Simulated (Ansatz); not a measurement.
# HfC5: what a guessed cell relaxes into, part 2 of 3

The task: take a trial cell of HfC5 to zero force and stress.

Ansatz 0.2.0; DFT PBE, scalar-relativistic, plane waves, PAW. Earlier steps stand in the parts before.

### 3 Coarse relaxation

input.yaml reads:

```yaml
crystal:
  lattice:
    - [2.42431005, 1.39967606, 4.12210026]
    - [-2.42431005, 1.39967606, 4.12210026]
    - [0.0, -2.79935212, 4.12210026]
  atoms:
    - { symbol: Hf, position: [0.0, 0.0, 0.0] }
    - { symbol: C, position: [0.5, 0.5, 0.0] }
    - { symbol: C, position: [0.0, 0.5, 0.5] }
    - { symbol: C, position: [0.5, 0.0, 0.5] }
    - { symbol: C, position: [0.20354933, 0.20354933, 0.20354933] }
    - { symbol: C, position: [0.79645067, 0.79645067, 0.79645067] }
basis:
  ecutwfc: 420
kpoints:
  mp_grid: { grid: [6, 6, 6] }
hamiltonian:
  xc: pbe
scf:
  occupations: { method: gaussian, width: 0.1 }
  lower_state_search: "off"
output:
  forces: true
  stress: true
  eigenvalues: true
relax:
  adjacent_minimum: "off"
  f_tol: 0.04
  max_steps: 70
  cell: { stress_tol: 0.4 }
```

The run is started by

```
> ansatz run input.yaml --threads 1 --pin off --max-ram 2560MiB --backend cpu --events-out ev --progress --plain --runs-dir out
```

Output:

```text
Warning: RAYON_NUM_THREADS=1 ignored (pool sized by the plan → 1); use --threads N
Engine: ansatz 0.2.0, x86_64-unknown-linux-gnu
Pseudopotentials: kind: paw
Pseudopotential: Hf, paw, valence charge 26, recommended cutoff 420 eV (normal), Hf.paw.azcp
Pseudopotential: C, paw, valence charge 4, recommended cutoff 420 eV (normal), C.paw.azcp
Functional definition: PBE
  parameter kappa = 0.804
  parameter beta = 0.06672455060314922
  exchange = pbe_x(kappa = kappa, mu = beta*pi^2/3)
  correlation = pbe_c(beta = beta)
Crystal: 6 atoms, lattice volume = 83.924 Å³
Basis set: ecut = 420 eV, 1651 PW (Γ), exchange–correlation on 72×72×72 points (8 copies of the dense FFT grid, shifted against one another)
Bands: 29, of which v1, the nominal top of the filled ones, is band 23 counted from 1 (22 counted from 0)
Symmetry: 12 space group operations
Space group: R-3m (ITA 166), of the structure as read, at distance tolerance 4.4e-5 Å
k-points: 32 of 216
Non-local potential: Hf, projectors of the file, l = 0: 3, l = 1: 2, l = 2: 2, l = 3: 3
Non-local potential: C, projectors of the file, l = 0: 2, l = 1: 2, l = 2: 1
PAW form: soft (Blöchl's): semilocal exchange-correlation on the pseudo side does not see the compensation charge
PAW one-centre angular grid: Hf, 590 points (default); XC on 64 Gauss nodes
PAW one-centre angular grid: C, 110 points (default); XC on 64 Gauss nodes
Initial density: superposition of atomic densities (neutral atoms: chi_scale 0, normalization atom), corrected by the library's trained network
Initial wavefunctions: pseudopotential atomic-orbital guess
Functional: x = pbe(κ = 0.804, μ = 0.2195149727645171), c = pbe(β = 0.06672455060314922)
SCF iter   1: F=—  HF=-16958.840539 eV  |F-HF|=—  |Δ(HF+E_count)|=         —  Δρ=8.04e-3  dr2=9.48e-2  ethr=1.77e-3  ⟨swp⟩=4.0  Hψ=3200  notcnv=0
preconditioner: auto → LDOS  [metal: Δε(μ)=0.045 eV  Ē_g=9.647 eV  σ=0.100 eV  W_gap=0.25  n_scr=14 (ndim 8)  ℏωp=25.0 eV  f_vac=0.059  D(μ)=3.29/eV (n_scr^D=26)  β→1.0]
SCF iter   2: F=—  HF=-16958.831138 eV  |F-HF|=—  |Δ(HF+E_count)|=   9.40e-3  Δρ=1.72e-3  dr2=3.36e-3  ethr=2.06e-4  ⟨swp⟩=1.4  Hψ=1239  notcnv=0
SCF iter   3: F=—  HF=-16958.830594 eV  |F-HF|=—  |Δ(HF+E_count)|=   5.44e-4  Δρ=6.80e-4  dr2=5.23e-4  ethr=7.30e-6  ⟨swp⟩=2.0  Hψ=1370  notcnv=0
SCF iter   4: F=—  HF=-16958.830548 eV  |F-HF|=—  |Δ(HF+E_count)|=   4.54e-5  Δρ=2.16e-4  dr2=5.47e-5  ethr=1.14e-6  ⟨swp⟩=2.0  Hψ=1440  notcnv=0
SCF iter   5: F=—  HF=-16958.830532 eV  |F-HF|=—  |Δ(HF+E_count)|=   1.59e-5  Δρ=7.53e-5  dr2=5.75e-6  ethr=1.19e-7  ⟨swp⟩=2.0  Hψ=1626  notcnv=0
SCF iter   6: F=—  HF=-16958.830531 eV  |F-HF|=—  |Δ(HF+E_count)|=   1.62e-6  Δρ=1.92e-5  dr2=3.41e-7  ethr=1.25e-8  ⟨swp⟩=2.0  Hψ=1633  notcnv=0
SCF iter   7: F=-16958.830531 eV  HF=-16958.830531 eV  |F-HF|=3.07e-9  |Δ(HF+E_count)|=   7.55e-8  Δρ=3.98e-6  dr2=1.35e-8  ethr=2.17e-10  ⟨swp⟩=7.5  Hψ=3735  notcnv=0
SCF 1 converged in 7 iterations: F = -16958.830531 eV  dr2 = 1.35e-8
relax step   1: F+E_penalty+E_count = -16958.83053060 eV  Δ(F+E_penalty+E_count) = +0.000e0 eV  max|allowed force component| = 2.755e0 eV/Å  Δτ_max = 0.0000 Å  P = -27.946 GPa  Ω = 83.924 Å³  (7 SCF iters, dr2 threshold 1.00e-7 eV, accepted)
Crystal: 6 atoms, lattice volume = 73.772 Å³
Basis set: ecut = 420 eV, 1435 PW (Γ), exchange–correlation on 72×72×72 points (8 copies of the dense FFT grid, shifted against one another)
Initial density: handed on by an earlier stage of this run
Initial wavefunctions: those handed on with the density
iter 1 solved again at ethr=6.02e-4 eV; its pass at ethr=3.10e-3 eV (dr2=2.77e-1 eV) is discarded
SCF iter   1: F=—  HF=-16961.131047 eV  |F-HF|=—  |Δ(HF+E_count)|=         —  Δρ=1.91e-2  dr2=2.79e-1  ethr=6.02e-4  ⟨swp⟩=1.0  Hψ=5231  notcnv=0
preconditioner: auto → LDOS  [metal: Δε(μ)=0.051 eV  Ē_g=10.170 eV  σ=0.100 eV  W_gap=0.28  n_scr=14 (ndim 8)  ℏωp=26.7 eV  f_vac=0.035  D(μ)=3.21/eV (n_scr^D=26)  β→1.0]
SCF iter   2: F=—  HF=-16961.061402 eV  |F-HF|=—  |Δ(HF+E_count)|=   6.96e-2  Δρ=6.17e-3  dr2=4.17e-2  ethr=6.02e-4  ⟨swp⟩=2.0  Hψ=1702  notcnv=0
SCF iter   3: F=—  HF=-16961.054152 eV  |F-HF|=—  |Δ(HF+E_count)|=   7.25e-3  Δρ=2.31e-3  dr2=3.63e-3  ethr=9.06e-5  ⟨swp⟩=2.0  Hψ=1337  notcnv=0
SCF iter   4: F=—  HF=-16961.053382 eV  |F-HF|=—  |Δ(HF+E_count)|=   7.70e-4  Δρ=8.50e-4  dr2=3.42e-4  ethr=7.88e-6  ⟨swp⟩=2.0  Hψ=1540  notcnv=0  defer=1
SCF iter   5: F=—  HF=-16961.053269 eV  |F-HF|=—  |Δ(HF+E_count)|=   1.13e-4  Δρ=3.17e-4  dr2=8.87e-5  ethr=7.43e-7  ⟨swp⟩=2.0  Hψ=1658  notcnv=0  defer=1
SCF iter   6: F=—  HF=-16961.053208 eV  |F-HF|=—  |Δ(HF+E_count)|=   6.08e-5  Δρ=8.37e-5  dr2=6.13e-6  ethr=1.93e-7  ⟨swp⟩=2.0  Hψ=1657  notcnv=0  defer=1
SCF iter   7: F=-16961.053205 eV  HF=-16961.053206 eV  |F-HF|=3.09e-7  |Δ(HF+E_count)|=   2.47e-6  Δρ=1.62e-5  dr2=1.65e-7  ethr=1.30e-9  ⟨swp⟩=4.3  Hψ=4625  notcnv=0
SCF 2 converged in 7 iterations: F = -16961.053205 eV  dr2 = 1.65e-7
relax step   2: F+E_penalty+E_count = -16961.05320536 eV  Δ(F+E_penalty+E_count) = -2.223e0 eV  max|allowed force component| = 3.278e0 eV/Å  Δτ_max = 0.0936 Å  P = -22.063 GPa  Ω = 73.772 Å³  energy of the carried Pulay correction = +1.762e-2 eV  (7 SCF iters, dr2 threshold 6.00e-7 eV, accepted)
Crystal: 6 atoms, lattice volume = 67.136 Å³
Basis set: ecut = 420 eV, 1351 PW (Γ), exchange–correlation on 72×72×72 points (8 copies of the dense FFT grid, shifted against one another)
iter 1 solved again at ethr=7.24e-4 eV; its pass at ethr=3.10e-3 eV (dr2=3.33e-1 eV) is discarded
SCF iter   1: F=—  HF=-16963.309900 eV  |F-HF|=—  |Δ(HF+E_count)|=         —  Δρ=2.89e-2  dr2=3.36e-1  ethr=7.24e-4  ⟨swp⟩=1.0  Hψ=5697  notcnv=0
preconditioner: auto → LDOS  [metal: Δε(μ)=0.026 eV  Ē_g=10.732 eV  σ=0.100 eV  W_gap=0.15  n_scr=14 (ndim 8)  ℏωp=27.9 eV  f_vac=0.032  D(μ)=3.56/eV (n_scr^D=26)  β→1.0]
SCF iter   2: F=—  HF=-16963.221178 eV  |F-HF|=—  |Δ(HF+E_count)|=   8.87e-2  Δρ=8.14e-3  dr2=5.04e-2  ethr=7.24e-4  ⟨swp⟩=2.0  Hψ=1728  notcnv=0
SCF iter   3: F=—  HF=-16963.212106 eV  |F-HF|=—  |Δ(HF+E_count)|=   9.07e-3  Δρ=2.84e-3  dr2=4.09e-3  ethr=1.10e-4  ⟨swp⟩=2.0  Hψ=1564  notcnv=0
SCF iter   4: F=—  HF=-16963.211397 eV  |F-HF|=—  |Δ(HF+E_count)|=   7.09e-4  Δρ=6.06e-4  dr2=1.98e-4  ethr=8.89e-6  ⟨swp⟩=2.0  Hψ=1565  notcnv=0  defer=1
SCF iter   5: F=—  HF=-16963.211424 eV  |F-HF|=—  |Δ(HF+E_count)|=   2.75e-5  Δρ=3.56e-4  dr2=9.47e-5  ethr=4.30e-7  ⟨swp⟩=2.9  Hψ=1704  notcnv=0  defer=1
SCF iter   6: F=—  HF=-16963.211337 eV  |F-HF|=—  |Δ(HF+E_count)|=   8.71e-5  Δρ=1.00e-4  dr2=8.91e-6  ethr=2.06e-7  ⟨swp⟩=2.0  Hψ=1647  notcnv=0  defer=1
SCF iter   7: F=—  HF=-16963.211335 eV  |F-HF|=—  |Δ(HF+E_count)|=   1.66e-6  Δρ=3.28e-5  dr2=7.92e-7  ethr=1.94e-8  ⟨swp⟩=2.0  Hψ=1478  notcnv=0  defer=1
SCF iter   8: F=-16963.211335 eV  HF=-16963.211335 eV  |F-HF|=3.21e-8  |Δ(HF+E_count)|=   2.36e-7  Δρ=9.34e-6  dr2=5.67e-8  ethr=1.30e-9  ⟨swp⟩=7.2  Hψ=4446  notcnv=0
SCF 3 converged in 8 iterations: F = -16963.211335 eV  dr2 = 5.67e-8
relax step   3: F+E_penalty+E_count = -16963.21133513 eV  Δ(F+E_penalty+E_count) = -2.158e0 eV  max|allowed force component| = 3.852e0 eV/Å  Δτ_max = 0.1729 Å  P = -16.208 GPa  Ω = 67.136 Å³  energy of the carried Pulay correction = +3.042e-2 eV  (8 SCF iters, dr2 threshold 6.00e-7 eV, accepted)
[... from here on, the SCF cycles and remarks between the steps are left out ...]
relax step   4: F+E_penalty+E_count = -16965.01343111 eV  Δ(F+E_penalty+E_count) = -1.802e0 eV  max|allowed force component| = 2.341e0 eV/Å  Δτ_max = 0.1950 Å  P = -5.802 GPa  Ω = 62.493 Å³  energy of the carried Pulay correction = +4.007e-2 eV  (8 SCF iters, dr2 threshold 6.00e-7 eV, accepted)
relax step   5: F+E_penalty+E_count = -16965.80867457 eV  Δ(F+E_penalty+E_count) = -7.952e-1 eV  max|allowed force component| = 8.399e-1 eV/Å  Δτ_max = 0.1430 Å  P = +3.658 GPa  Ω = 59.652 Å³  energy of the carried Pulay correction = +4.628e-2 eV  (8 SCF iters, dr2 threshold 6.00e-7 eV, accepted)
relax step   6: F+E_penalty+E_count = -16966.41729611 eV  Δ(F+E_penalty+E_count) = -6.086e-1 eV  max|allowed force component| = 2.039e0 eV/Å  Δτ_max = 0.0831 Å  P = +5.094 GPa  Ω = 58.175 Å³  energy of the carried Pulay correction = +4.961e-2 eV  (8 SCF iters, dr2 threshold 6.00e-7 eV, accepted)
relax step   7: F+E_penalty+E_count = -16967.52680284 eV  Δ(F+E_penalty+E_count) = -1.110e0 eV  max|allowed force component| = 3.527e0 eV/Å  Δτ_max = 0.1523 Å  P = +5.693 GPa  Ω = 56.850 Å³  energy of the carried Pulay correction = +5.265e-2 eV  (7 SCF iters, dr2 threshold 6.00e-7 eV, accepted)
relax step   8: F+E_penalty+E_count = -16968.75153525 eV  Δ(F+E_penalty+E_count) = -1.225e0 eV  max|allowed force component| = 3.702e0 eV/Å  Δτ_max = 0.2000 Å  P = -9.259 GPa  Ω = 58.810 Å³  energy of the carried Pulay correction = +4.817e-2 eV  (8 SCF iters, dr2 threshold 6.00e-7 eV, accepted)
relax step   9: F+E_penalty+E_count = -16969.63679819 eV  Δ(F+E_penalty+E_count) = -8.853e-1 eV  max|allowed force component| = 2.446e0 eV/Å  Δτ_max = 0.2000 Å  P = -7.726 GPa  Ω = 56.876 Å³  energy of the carried Pulay correction = +5.260e-2 eV  (8 SCF iters, dr2 threshold 6.00e-7 eV, accepted)
relax step  10: F+E_penalty+E_count = -16970.10620691 eV  Δ(F+E_penalty+E_count) = -4.694e-1 eV  max|allowed force component| = 8.610e-1 eV/Å  Δτ_max = 0.1960 Å  P = -2.556 GPa  Ω = 54.636 Å³  energy of the carried Pulay correction = +5.787e-2 eV  (8 SCF iters, dr2 threshold 6.00e-7 eV, accepted)
relax step  11: F+E_penalty+E_count = -16970.15579036 eV  Δ(F+E_penalty+E_count) = -4.958e-2 eV  max|allowed force component| = 5.832e-2 eV/Å  Δτ_max = 0.0908 Å  P = +0.629 GPa  Ω = 53.792 Å³  energy of the carried Pulay correction = +5.991e-2 eV  (7 SCF iters, dr2 threshold 6.00e-7 eV, accepted)
relax step  12: F+E_penalty+E_count = -16970.13394629 eV  Δ(F+E_penalty+E_count) = +2.184e-2 eV  max|allowed force component| = 1.064e-1 eV/Å  Δτ_max = 0.0014 Å  P = -1.269 GPa  Ω = 55.372 Å³  energy of the carried Pulay correction = +5.612e-2 eV  (7 SCF iters, dr2 threshold 6.00e-7 eV, rejected (line search))
relax step  13: F+E_penalty+E_count = -16970.15827950 eV  Δ(F+E_penalty+E_count) = -2.489e-3 eV  max|allowed force component| = 8.243e-3 eV/Å  Δτ_max = 0.0077 Å  P = +0.047 GPa  Ω = 54.219 Å³  energy of the carried Pulay correction = +5.887e-2 eV  (8 SCF iters, accepted)
Basis set: ecut = 420 eV, 1095 PW (Γ), exchange–correlation on 54×54×54 points (8 copies of the dense FFT grid, shifted against one another)
Initial wavefunctions: pseudopotential atomic-orbital guess (no wavefunctions were taken with the density)
iter 1 solved again at ethr=1.08e-7 eV; its pass at ethr=3.10e-3 eV (dr2=4.96e-5 eV) is discarded
SCF iter   1: F=—  HF=-16970.147984 eV  |F-HF|=—  |Δ(HF+E_count)|=         —  Δρ=4.70e-4  dr2=1.53e-5  ethr=1.08e-7  ⟨swp⟩=4.0  Hψ=6029  notcnv=0
preconditioner: auto → Kerker (q_TF=auto, 2.655 Å⁻¹)  [metal: Δε(μ)=0.031 eV  Ē_g=15.746 eV  σ=0.100 eV  W_gap=0.18  n_scr=20 (ndim 8)  ℏωp=33.5 eV  f_vac=0.000  D(μ)=1.37/eV (n_scr^D=6)]
SCF iter   2: F=—  HF=-16970.148063 eV  |F-HF|=—  |Δ(HF+E_count)|=   7.93e-5  Δρ=2.66e-4  dr2=6.64e-6  ethr=3.32e-8  ⟨swp⟩=2.0  Hψ=1665  notcnv=0
SCF iter   3: F=—  HF=-16970.148076 eV  |F-HF|=—  |Δ(HF+E_count)|=   1.26e-5  Δρ=1.37e-4  dr2=1.32e-6  ethr=1.44e-8  ⟨swp⟩=2.1  Hψ=1542  notcnv=0
SCF iter   4: F=—  HF=-16970.148085 eV  |F-HF|=—  |Δ(HF+E_count)|=   8.88e-6  Δρ=6.51e-6  dr2=9.29e-9  ethr=2.87e-9  ⟨swp⟩=2.0  Hψ=1539  notcnv=0
SCF iter   5: F=—  HF=-16970.148085 eV  |F-HF|=—  |Δ(HF+E_count)|=   2.82e-8  Δρ=2.59e-6  dr2=1.01e-9  ethr=8.35e-12  ⟨swp⟩=5.3  Hψ=3713  notcnv=0
SCF iter   6: F=-16970.148085 eV  HF=-16970.148085 eV  |F-HF|=2.26e-10  |Δ(HF+E_count)|=   1.57e-9  Δρ=7.52e-7  dr2=2.14e-10  ethr=2.19e-12  ⟨swp⟩=4.1  Hψ=3092  notcnv=0
SCF 14 converged in 6 iterations: F = -16970.148085 eV  dr2 = 2.14e-10
relax step  14: F+E_penalty+E_count = -16970.14808496 eV  Δ(F+E_penalty+E_count) = +1.019e-2 eV  max|allowed force component| = 6.841e-3 eV/Å  Δτ_max = 0.0000 Å  P = -0.146 GPa  Ω = 54.219 Å³  stress off target by 3.48e-1 GPa  SCF on the basis re-selected at this cell (its energy is not comparable with the rows above)  (6 SCF iters)
basis re-selected at this cell: Δ(F+E_penalty+E_count) = +1.019e-2 eV, ΔP = -0.193 GPa vs the last step (what re-selecting the basis moved, of the pressure what is left beyond the Pulay correction that the steps carried, after the strain that the cell walked since its last selection, with what the two solves' SCF thresholds leave and, on support functions, any second-order correction that the steps lacked; it is no measure of the basis error at this ecutwfc). The dense FFT grid was sized anew with the basis: this SCF ran on 27×27×27 points, the steps before it on 36×36×36, so part of this shift can come from that change (see relax.cell in the input reference). This SCF's stress stands 3.48e-1 GPa from its target on what of the cell is left free (relax.cell.stress_tol is 4.00e-1 GPa) and its largest allowed force component is 6.84e-3 eV/Å (relax.f_tol is 4.00e-2 eV/Å): within both
SCF converged after 6 iterations
Free energy (F): -16970.148085 eV
Harris-Foulkes:  -16970.148085 eV  (|F-HF|=2.26e-10)
Internal energy: -16970.141218 eV  (E = F + TS)
E sigma→0 (E₀):  -16970.144651 eV
Entropy (-TS):   -0.006867 eV (-1.145 meV/atom)
Fermi energy:    15.470078 eV
--- Per-component energies (eV) ---
  E_band       = 17.468772
  E_kinetic    = 875.084806
  E_local      = -6214.842149  (includes V_loc(G=0)·N_el)
  E_nonlocal   = -1110.172748
  E_hartree    = 2817.034242
  E_xc         = -538.898871
  E_vxc        = -562.451310  (∫ρ·V_xc dr)
  E_paw        = -7421.071166  (= ΣΔE_a)
  E_vpaw       = 1395.781881  (= ΣTr[D̂ρ^β])
  E_aug_tail   = 0.000035  (compensation charges beyond the density's cutoff)
  E_ewald      = -5377.275367
  E_smearing   = -0.006867  (= −TS)
  E_closure    = -0.000000  (closes the sum)
  Σ components = -16970.148085   (vs F -16970.148085, Δ=0.00e0)
--- Forces (eV/Å), atoms counted from 1 ---
  atom   1  Hf     0.00000000     0.00000000     0.00000000
  atom   2  C      0.00000000     0.00000000     0.00000000
  atom   3  C      0.00000000    -0.00000000    -0.00000000
  atom   4  C     -0.00000000    -0.00000000    -0.00000000
  atom   5  C      0.00000000     0.00000000     0.00684097
  atom   6  C      0.00000000    -0.00000000    -0.00684097
  max |Σ_I F_I| component: 4.03e-31 eV/Å
--- Stress (GPa, compression-positive) ---
       -0.045198       0.000000      -0.000000
       -0.000000      -0.045198      -0.000000
        0.000000      -0.000000      -0.347842
  P = ⅓ Tr σ = -0.1461 GPa (-1.461 kbar)
--- Band table (eV; the first three rows and the last of 32) ---
  k-point 0: bands = ["-47.5615", "-16.4061", "-16.1081", "-16.1081", "-3.6262", "0.4075", "2.4096", "2.4096", "2.4150", "2.4820", "2.4820", "2.5709", "2.6229", "2.8248", "2.8248", "6.3781", "6.3781", "10.5334", "10.9062", "12.7287", "12.7287", "15.3122", "15.3122", "15.3217", "15.3217", "15.5309", "16.5591", "17.9369", "17.9369"]
  k-point 1: bands = ["-47.5612", "-16.4133", "-16.1208", "-16.1068", "-3.4201", "-0.0104", "2.3722", "2.4031", "2.4129", "2.4806", "2.4833", "2.5473", "2.5778", "2.9541", "3.2413", "6.1624", "6.4347", "10.2384", "10.4163", "12.2527", "13.2837", "14.3076", "14.9788", "15.2523", "15.8086", "16.2717", "16.7637", "18.2945", "18.6140"]
  k-point 2: bands = ["-47.5605", "-16.4304", "-16.1429", "-16.1042", "-2.8681", "-0.8344", "2.3163", "2.4034", "2.4212", "2.4787", "2.4860", "2.5366", "2.5742", "3.1648", "3.6697", "6.0085", "6.5501", "9.6949", "9.9925", "11.5985", "12.6632", "13.5266", "13.9640", "16.2034", "17.0158", "17.1444", "18.3320", "19.2884", "19.6234"]
  k-point 31: bands = ["-47.5574", "-16.4849", "-16.1512", "-16.1512", "-2.3699", "-0.0858", "2.1789", "2.1789", "2.4167", "2.4231", "2.4231", "2.4831", "2.4831", "2.5759", "2.6154", "6.1860", "6.1860", "6.4478", "12.3987", "13.6616", "13.6616", "16.1829", "16.1829", "17.4321", "17.4543", "17.5765", "17.5765", "18.5014", "18.5014"]
--- Relaxed structure (13 steps of the walk, 12 accepted, 1 SCFs on fresh bases) ---
  F+E_penalty+E_count = -16970.14808496 eV   max|allowed force component| = 6.841e-3 eV/Å   (the final SCF, on the basis selected at the relaxed cell)
  cell:  # Å, volume = 54.2190 Å³
    - [2.4637276401559878, 1.422433816253981, 2.578551152426266]
    - [-2.4637276401559878, 1.422433816253981, 2.578551152426266]
    - [-1.1308385073738913e-33, -2.8448676325079623, 2.578551152426266]
  atoms:
    - { symbol: Hf, position: [3.7407542898786626e-19, 3.740754289878663e-19, 3.740754289878666e-19] }
    - { symbol: C, position: [0.5, 0.5, 0.0] }
    - { symbol: C, position: [0.0, 0.5, 0.5] }
    - { symbol: C, position: [0.5, 0.0, 0.5] }
    - { symbol: C, position: [0.3263779867007199, 0.3263779867007199, 0.3263779867007198] }
    - { symbol: C, position: [0.6736220132992802, 0.6736220132992802, 0.6736220132992802] }
```

Run time: 85 s. Hardware: 1 thread of AMD EPYC 7R43 (Zen 3), shared host; peak memory 0.46 GiB.

Relaxation path:

```
step  E - E(step 1) (eV/cell)  largest force component (eV/Å)  pressure (GPa)  volume (Å³)
   1                   0.0000                          2.7554          -27.95        83.92
   2                  -2.2227                          3.2781          -22.06        73.77
   3                  -4.3808                          3.8525          -16.21        67.14
   4                  -6.1829                          2.3405           -5.80        62.49
   5                  -6.9781                          0.8399            3.66        59.65
   6                  -7.5868                          2.0391            5.09        58.18
   7                  -8.6963                          3.5273            5.69        56.85
   8                  -9.9210                          3.7023           -9.26        58.81
   9                 -10.8063                          2.4457           -7.73        56.88
  10                 -11.2757                          0.8610           -2.56        54.64
  11                 -11.3253                          0.0583            0.63        53.79
  12                 -11.3034                          0.1064           -1.27        55.37
  13                 -11.3277                          0.0082            0.05        54.22
  14                 -11.3176                          0.0068           -0.15        54.22
```

Step 1 is the start. Step 14 repeats the geometry before it on a plane-wave basis chosen anew for that cell, so its energy need not be comparable with the rows above. Step 12 was tried and not accepted.

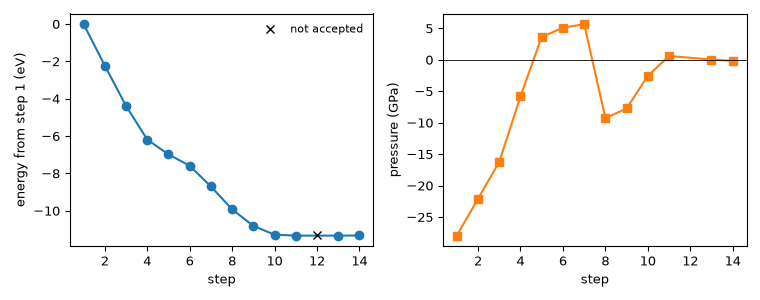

Energy and pressure along the relaxation.

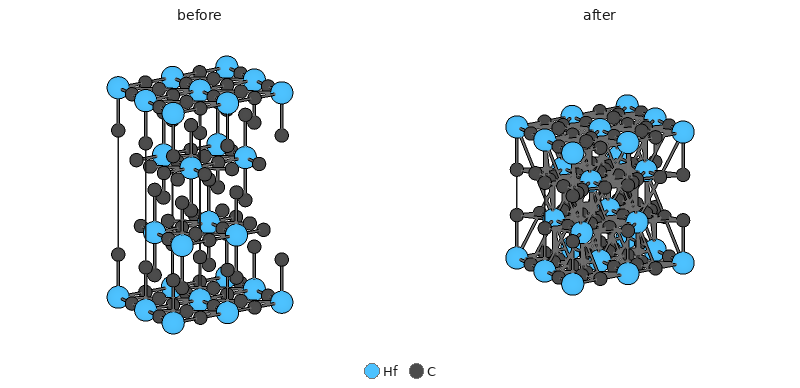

The structure before (left) and after (right) the relaxation, drawn at the same scale.

Lengths and angles in the start's conventional setting:

|  | before | after | change |
| --- | --- | --- | --- |
| a (Å) | 4.849 | 4.927 | +1.6 % |
| b (Å) | 4.849 | 4.927 | +1.6 % |
| c (Å) | 12.366 | 7.736 | -37.4 % |
| volume (Å³/atom) | 13.99 | 9.04 | -35.4 % |
| shortest distance (Å) | 2.130 | 1.423 | -33.2 % |
| space group (0.01 Å) | R-3m | R-3m | same |

Forces and stress were held to the start's 12 operations: a distortion of lower symmetry was not tested.

[end of part 2 of 3]
